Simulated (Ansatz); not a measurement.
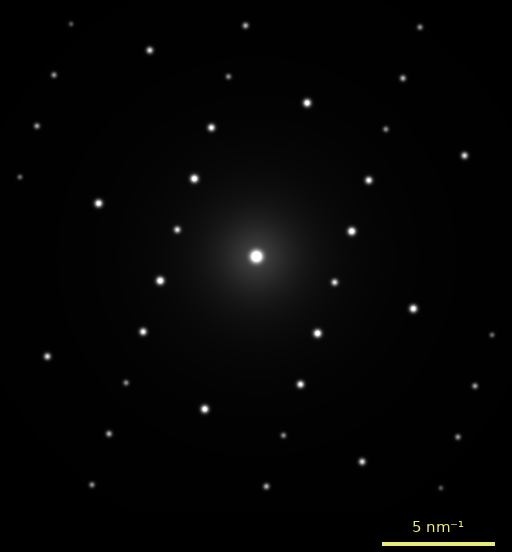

The pattern is a kinematic simulation for 100 kV electrons (no multiple scattering; isotropic B = 0.5 Å²).

Phase: Ta, space group P6/mmm (No. 191), a = 4.806 Å, c = 2.699 Å (hexagonal axes). Structure: coordinates from a relaxation with DFT, PBEsol, plane waves (420 eV) with PAW, scalar-relativistic in Ansatz 0.2.0; the starting structure was generated, so it need not be a known form of this composition.

Which low-index zone axis gives this pattern?

Answer. The spots form a rectangular net whose two shortest vectors correspond to d = 4.16 Å and 2.70 Å, 90.0° apart. They index as 0 1 0 (itself too weak to see) and 0 0 1, so the zone axis is [100] (or an equivalent direction of <100>).
